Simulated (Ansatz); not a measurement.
## Geometry relaxation, with input and output: BP4 (part 2 of 2)

The same run, continued: BP4 (Amm2, 10 atoms in the cell); DFT PBE, scalar-relativistic, plane waves, PAW, no spin polarisation (Ansatz 0.2.0); cutoff 420 eV, 4×6×6 k-mesh, Gaussian smearing of 0.1 eV. The structure was made by a generator, so it may or may not be a known phase.

Geometry of the input (Å; fractional positions):
```
7.0780  0.0000  0.0000
0.0000  1.6317  7.0554
0.0000  -1.6317  7.0554
B  0.5000  0.4455  0.4455
B  0.0000  0.5509  0.5509
P  0.5000  0.8664  0.8664
P  0.0000  0.1297  0.1297
P  0.2185  0.4615  0.4615
P  0.7815  0.4615  0.4615
P  0.7412  0.2150  0.2150
P  0.2588  0.2150  0.2150
P  0.8117  0.8251  0.8251
P  0.1883  0.8251  0.8251
```

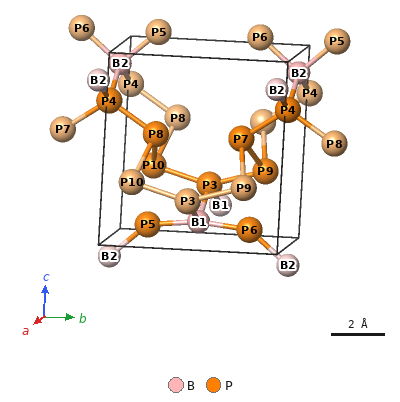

**Figure 1.** The geometry at step 3 of the log (ball-and-stick view of the reduced cell, seen slightly off an axis; neighbours outside the cell are drawn fainter; atoms are numbered from 1 in the order of the input).

## What the program printed, continued
```
SCF iter   1: F=—  HF=-6355.307682 eV  |F-HF|=—  |Δ(HF+E_count)|=         —  Δρ=8.44e-4  dr2=1.93e-3  ethr=4.29e-6  ⟨swp⟩=3.7  Hψ=7500  notcnv=0
preconditioner: auto → LDOS  [metal: Δε(μ)=0.006 eV  Ē_g=9.258 eV  σ=0.100 eV  W_gap=0.03  n_scr=32 (ndim 8)  ℏωp=19.7 eV  f_vac=0.019  D(μ)=3.08/eV (n_scr^D=12)  β→1.0]
SCF iter   2: F=—  HF=-6355.307501 eV  |F-HF|=—  |Δ(HF+E_count)|=   1.81e-4  Δρ=3.57e-4  dr2=5.06e-4  ethr=4.19e-6  ⟨swp⟩=2.0  Hψ=1852  notcnv=0
SCF iter   3: F=—  HF=-6355.307397 eV  |F-HF|=—  |Δ(HF+E_count)|=   1.04e-4  Δρ=1.42e-4  dr2=1.20e-4  ethr=1.10e-6  ⟨swp⟩=2.0  Hψ=1987  notcnv=0
SCF iter   4: F=—  HF=-6355.307358 eV  |F-HF|=—  |Δ(HF+E_count)|=   3.97e-5  Δρ=4.32e-5  dr2=8.21e-6  ethr=2.62e-7  ⟨swp⟩=2.6  Hψ=1961  notcnv=0
SCF iter   5: F=—  HF=-6355.307356 eV  |F-HF|=—  |Δ(HF+E_count)|=   1.50e-6  Δρ=9.74e-6  dr2=5.10e-7  ethr=1.78e-8  ⟨swp⟩=2.7  Hψ=2071  notcnv=0
SCF iter   6: F=-6355.307356 eV  HF=-6355.307356 eV  |F-HF|=2.20e-8  |Δ(HF+E_count)|=   1.55e-8  Δρ=3.35e-6  dr2=4.21e-8  ethr=6.67e-10  ⟨swp⟩=7.8  Hψ=6286  notcnv=0
SCF 5 converged in 6 iterations: F = -6355.307356 eV  dr2 = 4.21e-8
relax step   5: F+E_penalty+E_count = -6355.30735599 eV  Δ(F+E_penalty+E_count) = -2.336e-3 eV  max|allowed force component| = 1.376e-2 eV/Å  Δτ_max = 0.0097 Å  P = +0.002 GPa  Ω = 163.447 Å³  energy of the carried Pulay correction = -1.515e-4 eV  (6 SCF iters, dr2 threshold 3.07e-7 eV, accepted)
Initial wavefunctions: pseudopotential atomic-orbital guess (no wavefunctions were taken with the density)
iter 1 solved again at ethr=8.52e-7 eV; its pass at ethr=3.10e-3 eV (dr2=3.92e-4 eV) is discarded
SCF iter   1: F=—  HF=-6355.307675 eV  |F-HF|=—  |Δ(HF+E_count)|=         —  Δρ=2.54e-5  dr2=1.45e-7  ethr=8.52e-7  ⟨swp⟩=3.6  Hψ=11600  notcnv=0
eigensolver tolerance schedule: the retry pair's looser diagonalisation over-reported the residual by 2695.64 of it (diagonalisation noise at 2.86 of the residual, at the tolerance the schedule requests for it); recorded, not acted on — ethr = c·dr2/N_el stays at c = 1.0e-1
preconditioner: auto → LDOS  [metal: Δε(μ)=0.008 eV  Ē_g=9.257 eV  σ=0.100 eV  W_gap=0.05  n_scr=32 (ndim 8)  ℏωp=19.7 eV  f_vac=0.019  D(μ)=3.08/eV (n_scr^D=12)  β→1.0]
SCF iter   2: F=—  HF=-6355.307663 eV  |F-HF|=—  |Δ(HF+E_count)|=   1.28e-5  Δρ=3.86e-6  dr2=8.44e-8  ethr=3.16e-10  ⟨swp⟩=3.8  Hψ=3162  notcnv=0
SCF iter   3: F=—  HF=-6355.307663 eV  |F-HF|=—  |Δ(HF+E_count)|=   1.43e-8  Δρ=2.02e-6  dr2=1.70e-8  ethr=1.83e-10  ⟨swp⟩=2.0  Hψ=1884  notcnv=0
SCF iter   4: F=-6355.307663 eV  HF=-6355.307663 eV  |F-HF|=7.72e-10  |Δ(HF+E_count)|=   1.26e-9  Δρ=6.19e-7  dr2=1.33e-9  ethr=1.39e-11  ⟨swp⟩=8.7  Hψ=6529  notcnv=0
SCF 6 converged in 4 iterations: F = -6355.307663 eV  dr2 = 1.33e-9
relax step   6: F+E_penalty+E_count = -6355.30766254 eV  Δ(F+E_penalty+E_count) = -3.065e-4 eV  max|allowed force component| = 1.371e-2 eV/Å  Δτ_max = 0.0000 Å  P = +0.006 GPa  Ω = 163.447 Å³  stress off target by 3.07e-2 GPa  SCF on the basis re-selected at this cell (its energy is not comparable with the rows above)  (4 SCF iters)
basis re-selected at this cell: Δ(F+E_penalty+E_count) = -3.065e-4 eV, ΔP = +0.004 GPa vs the last step (what re-selecting the basis moved, of the pressure what is left beyond the Pulay correction that the steps carried, after the strain that the cell walked since its last selection, with what the two solves' SCF thresholds leave and, on support functions, any second-order correction that the steps lacked; it is no measure of the basis error at this ecutwfc). This SCF's stress stands 3.07e-2 GPa from its target on what of the cell is left free (relax.cell.stress_tol is 4.00e-1 GPa) and its largest allowed force component is 1.37e-2 eV/Å (relax.f_tol is 4.00e-2 eV/Å): within both
SCF converged after 4 iterations
Free energy (F): -6355.307663 eV
Harris-Foulkes:  -6355.307663 eV  (|F-HF|=7.72e-10)
Internal energy: -6355.292242 eV  (E = F + TS)
E sigma→0 (E₀):  -6355.299952 eV
Entropy (-TS):   -0.015420 eV (-1.542 meV/atom)
Fermi energy:    7.778882 eV
--- Per-component energies (eV) ---
  E_band       = 56.049367
  E_kinetic    = 661.472237
  E_local      = -756.748362  (includes V_loc(G=0)·N_el)
  E_nonlocal   = 291.695393
  E_hartree    = 243.996287
  E_xc         = -556.610649
  E_vxc        = -563.300757  (∫ρ·V_xc dr)
  E_paw        = -4711.247391  (= ΣΔE_a)
  E_vpaw       = -65.061842  (= ΣTr[D̂ρ^β])
  E_aug_tail   = 0.000021  (compensation charges beyond the density's cutoff)
  E_ewald      = -1527.849777
  E_smearing   = -0.015420  (= −TS)
  E_closure    = 0.000000  (closes the sum)
  Σ components = -6355.307663   (vs F -6355.307663, Δ=0.00e0)
--- Forces (eV/Å), atoms counted from 1 ---
  atom   1  B     -0.00000000    -0.00000000     0.00839965
  atom   2  B      0.00000000     0.00000000    -0.00653111
  atom   3  P     -0.00000000    -0.00000000     0.00646535
  atom   4  P      0.00000000     0.00000000     0.00521763
  atom   5  P      0.00716835    -0.00000000    -0.00890811
  atom   6  P     -0.00716835    -0.00000000    -0.00890811
  atom   7  P      0.00379196     0.00000000    -0.00357054
  atom   8  P     -0.00379196     0.00000000    -0.00357054
  atom   9  P     -0.01371404     0.00000000     0.00570866
  atom  10  P      0.01371404    -0.00000000     0.00570866
  max |Σ_I F_I| component: 1.15e-5 eV/Å
--- Stress (GPa, compression-positive) ---
       -0.030739      -0.000000       0.000000
       -0.000000       0.030306      -0.000000
        0.000000      -0.000000       0.017448
  P = ⅓ Tr σ = 0.0057 GPa (0.057 kbar)
--- Band table (eV; the first three rows and the last of 39) ---
  k-point 0: bands = ["-8.1272", "-6.3326", "-6.1836", "-5.0386", "-3.5662", "-3.4069", "-1.2211", "-0.2307", "-0.1566", "2.8474", "3.0739", "3.6415", "3.7762", "4.0121", "4.3140", "4.7407", "4.7775", "5.6788", "5.9886", "6.0405", "6.3432", "7.4768", "8.4390", "9.0183", "9.0437", "9.1030", "9.7860", "10.4922", "10.5301", "10.6330", "10.8963", "11.6474", "11.9553"]
  k-point 1: bands = ["-7.7875", "-6.1002", "-5.8393", "-4.7069", "-3.3240", "-3.1646", "-1.0856", "-0.6329", "0.1088", "2.1693", "2.3935", "2.7678", "3.2084", "3.3653", "3.9819", "4.0631", "4.5670", "4.8370", "5.1617", "6.4917", "6.6798", "7.2419", "7.3750", "8.1914", "9.2942", "9.4210", "9.7715", "10.3487", "11.0395", "11.5287", "11.6883", "12.0129", "12.0574"]
  k-point 2: bands = ["-6.8007", "-5.4817", "-4.8270", "-4.0017", "-2.7939", "-2.6991", "-1.8473", "-1.5269", "-0.2083", "0.6438", "1.7647", "1.7851", "2.4265", "2.5728", "3.0777", "3.8675", "4.1797", "4.4500", "5.0017", "5.7671", "6.2725", "6.4294", "7.1234", "7.8890", "8.1189", "9.1097", "9.8832", "9.9227", "10.4327", "10.6883", "11.2119", "11.8181", "12.5511"]
  k-point 38: bands = ["-7.5720", "-7.2719", "-6.4485", "-4.9300", "-2.9401", "-2.1640", "-1.8091", "-0.7303", "0.1785", "1.6815", "2.8583", "2.9185", "3.8996", "4.0560", "4.1333", "4.6405", "4.7633", "5.6501", "6.2437", "6.2996", "7.4893", "7.7854", "7.7899", "9.1385", "9.3943", "9.8144", "10.1508", "10.3966", "10.6651", "10.7596", "11.2370", "11.9622", "11.9838"]
--- Relaxed structure (5 steps of the walk, 5 accepted, 1 SCFs on fresh bases) ---
  F+E_penalty+E_count = -6355.30766254 eV   max|allowed force component| = 1.371e-2 eV/Å   (the final SCF, on the basis selected at the relaxed cell)
  cell:  # Å, volume = 163.4467 Å³
    - [6.990351604753648, 4.975128483192273e-18, 1.8405405906199284e-33]
    - [1.1469241951208305e-18, 1.6312331784031522, 7.1668947721464855]
    - [-1.1469241951208267e-18, -1.6312331784031522, 7.1668947721464855]
  atoms:
    - { symbol: B, position: [0.49999999999999994, 0.44610397715051153, 0.44610397715051153] }
    - { symbol: B, position: [1.2254385758132491e-20, 0.5523352587981571, 0.5523352587981571] }
    - { symbol: P, position: [0.49999999999999994, 0.8690356543019777, 0.8690356543019777] }
    - { symbol: P, position: [1.2254385758132381e-20, 0.12996605853615364, 0.12996605853615364] }
    - { symbol: P, position: [0.21456168930512423, 0.4616190267010907, 0.4616190267010907] }
    - { symbol: P, position: [0.7854383106948758, 0.4616190267010907, 0.4616190267010907] }
    - { symbol: P, position: [0.7383640205238631, 0.21480800268228054, 0.21480800268228054] }
    - { symbol: P, position: [0.26163597947613676, 0.21480800268228054, 0.21480800268228054] }
    - { symbol: P, position: [0.8122236008612619, 0.8226915515732289, 0.8226915515732289] }
    - { symbol: P, position: [0.1877763991387379, 0.8226915515732289, 0.8226915515732289] }
```

## Trajectory as extended XYZ (Å, eV, eV/Å), 6 frames, from step=1 to step=6
```
10
Lattice="7.0780 0.0000 0.0000 0.0000 1.6317 7.0554 0.0000 -1.6317 7.0554" Properties=species:S:1:pos:R:3:forces:R:3 step=1 energy=-6355.28771 pressure_GPa=-0.01
B     3.5390    0.0000    6.2867    0.0000   0.0000  -0.0349
B     0.0000    0.0000    7.7730    0.0000   0.0000   0.0133
P     3.5390    0.0000   12.2259    0.0000   0.0000   0.2071
P     0.0000    0.0000    1.8304    0.0000   0.0000   0.0098
P     1.5467    0.0000    6.5128   -0.1560   0.0000   0.0308
P     5.5312    0.0000    6.5128    0.1560   0.0000   0.0308
P     5.2461    0.0000    3.0332   -0.0409   0.0000  -0.1066
P     1.8319    0.0000    3.0332    0.0409   0.0000  -0.1066
P     5.7452    0.0000   11.6423    0.1575   0.0000  -0.0218
P     1.3327    0.0000   11.6423   -0.1575   0.0000  -0.0218
10
Lattice="7.0359 0.0000 0.0000 0.0000 1.6238 7.1197 0.0000 -1.6238 7.1197" Properties=species:S:1:pos:R:3:forces:R:3 step=2 energy=-6355.30102 pressure_GPa=0.14
B     3.5180    0.0000    6.3538    0.0000   0.0000  -0.0788
B     0.0000    0.0000    7.8503    0.0000   0.0000  -0.0048
P     3.5180    0.0000   12.3543    0.0000   0.0000   0.0931
P     0.0000    0.0000    1.8514    0.0000   0.0000  -0.0758
P     1.5222    0.0000    6.5655   -0.0768   0.0000   0.0778
P     5.5137    0.0000    6.5655    0.0768   0.0000   0.0778
P     5.2064    0.0000    3.0564   -0.0166   0.0000   0.0246
P     1.8295    0.0000    3.0564    0.0166   0.0000   0.0246
P     5.7188    0.0000   11.7409    0.0340   0.0000  -0.0692
P     1.3171    0.0000   11.7409   -0.0340   0.0000  -0.0692
10
Lattice="7.0095 0.0000 0.0000 0.0000 1.6295 7.1356 0.0000 -1.6295 7.1356" Properties=species:S:1:pos:R:3:forces:R:3 step=3 energy=-6355.30529 pressure_GPa=0.01
B     3.5047    0.0000    6.3654    0.0000   0.0000  -0.0342
B     0.0000    0.0000    7.8758    0.0000   0.0000  -0.0540
P     3.5047    0.0000   12.3922    0.0000   0.0000   0.0154
P     0.0000    0.0000    1.8530    0.0000   0.0000  -0.0111
P     1.5079    0.0000    6.5792   -0.0274   0.0000   0.0560
P     5.5016    0.0000    6.5792    0.0274   0.0000   0.0560
P     5.1830    0.0000    3.0644    0.0056   0.0000   0.0482
P     1.8265    0.0000    3.0644   -0.0056   0.0000   0.0482
P     5.7015    0.0000   11.7602   -0.0402   0.0000  -0.0622
P     1.3080    0.0000   11.7602    0.0402   0.0000  -0.0622
10
Lattice="6.9838 0.0000 0.0000 0.0000 1.6305 7.1971 0.0000 -1.6305 7.1971" Properties=species:S:1:pos:R:3:forces:R:3 step=4 energy=-6355.30502 pressure_GPa=-0.01
B     3.4919    0.0000    6.4155    0.0000   0.0000   0.0501
B     0.0000    0.0000    7.9520    0.0000   0.0000   0.0430
P     3.4919    0.0000   12.5067    0.0000   0.0000   0.0524
P     0.0000    0.0000    1.8687    0.0000   0.0000   0.0543
P     1.4972    0.0000    6.6521    0.0458   0.0000  -0.0701
P     5.4866    0.0000    6.6521   -0.0458   0.0000  -0.0701
P     5.1580    0.0000    3.0977   -0.0218   0.0000  -0.0681
P     1.8259    0.0000    3.0977    0.0218   0.0000  -0.0681
P     5.6678    0.0000   11.8333    0.0592   0.0000   0.0382
P     1.3160    0.0000   11.8333   -0.0592   0.0000   0.0382
10
Lattice="6.9904 0.0000 0.0000 0.0000 1.6312 7.1669 0.0000 -1.6312 7.1669" Properties=species:S:1:pos:R:3:forces:R:3 step=5 energy=-6355.30736 pressure_GPa=0.00
B     3.4952    0.0000    6.3944    0.0000   0.0000   0.0084
B     0.0000    0.0000    7.9171    0.0000   0.0000  -0.0066
P     3.4952    0.0000   12.4566    0.0000   0.0000   0.0064
P     0.0000    0.0000    1.8629    0.0000   0.0000   0.0053
P     1.4999    0.0000    6.6167    0.0073   0.0000  -0.0090
P     5.4905    0.0000    6.6167   -0.0073   0.0000  -0.0090
P     5.1614    0.0000    3.0790    0.0038   0.0000  -0.0036
P     1.8289    0.0000    3.0790   -0.0038   0.0000  -0.0036
P     5.6777    0.0000   11.7923   -0.0138   0.0000   0.0058
P     1.3126    0.0000   11.7923    0.0138   0.0000   0.0058
10
Lattice="6.9904 0.0000 0.0000 0.0000 1.6312 7.1669 0.0000 -1.6312 7.1669" Properties=species:S:1:pos:R:3:forces:R:3 step=6 energy=-6355.30766 pressure_GPa=0.01
B     3.4952    0.0000    6.3944    0.0000   0.0000   0.0084
B     0.0000    0.0000    7.9171    0.0000   0.0000  -0.0065
P     3.4952    0.0000   12.4566    0.0000   0.0000   0.0065
P     0.0000    0.0000    1.8629    0.0000   0.0000   0.0052
P     1.4999    0.0000    6.6167    0.0072   0.0000  -0.0089
P     5.4905    0.0000    6.6167   -0.0072   0.0000  -0.0089
P     5.1614    0.0000    3.0790    0.0038   0.0000  -0.0036
P     1.8289    0.0000    3.0790   -0.0038   0.0000  -0.0036
P     5.6777    0.0000   11.7923   -0.0137   0.0000   0.0057
P     1.3126    0.0000   11.7923    0.0137   0.0000   0.0057
```

## Key numbers

- outcome: converged
- space group (tolerance 0.01 Å): Amm2 (38)
- electrons treated: 46
- free energy: −6355.3077 eV
- Fermi energy: 7.779 eV
- gap on the k-point mesh: none (metallic)
- pressure: 0.01 GPa
- final volume: 163.45 Å³
- largest force (length of the vector) at the end: 0.015 eV/Å
- final cell: a = 6.990 Å, b = 7.350 Å, c = 7.350 Å, α = 25.64°, β = 90.00°, γ = 90.00°
- hardware: 1 thread of Arm Neoverse V2, 64 GiB of memory available, shared host
- wall time: 2.1 min
- peak memory: 0.45 GiB
